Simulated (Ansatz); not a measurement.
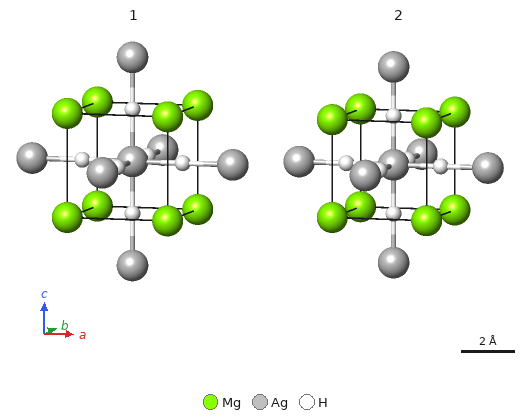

Two geometries of solid MgAgH3 (built on the KZnF3-221 type type), drawn at one scale. One is the start of a relaxation, the other its converged end. A ball-and-stick model of the cell of the calculation, seen slightly off an axis.

The calculation used Ansatz, DFT, PBEsol, plane waves, PAW. Set-up: plane-wave cutoff 420 eV; k-point mesh 6 × 6 × 6; occupations fermi dirac; smearing width 0.03 eV; no spin polarisation; cell and atoms relaxed; force threshold 0.01 eV/Å; at most 120 steps.

Question: Which geometry has the lower energy?

Answer: Structure 2 is the relaxed one. The atoms keep their places relative to the cell (all moves are under 0.005 Å). The volume changes by −16.9 %, with a = b = c 3.956 → 3.719 Å (−6.0 %). Some distances before and after: Ag–H 1.978 → 1.860 Å. The space group stays Pm-3m (No. 221). After 4 accepted moves (6 points after the start) the energy has fallen by 0.365 eV per cell of the calculation. All forces vanish by symmetry, so only the cell relaxes. Pressure: −9.52 GPa at the start and 0.00 GPa at the end. The SCF was repeated twice at an unchanged geometry on a basis and grid sized afresh for the cell, which shifted the energy by 5.0 meV per cell of the calculation at most. Cost: 5.1 s on 2 threads of Arm Neoverse V2 (shared host), peak memory 0.32 GiB.
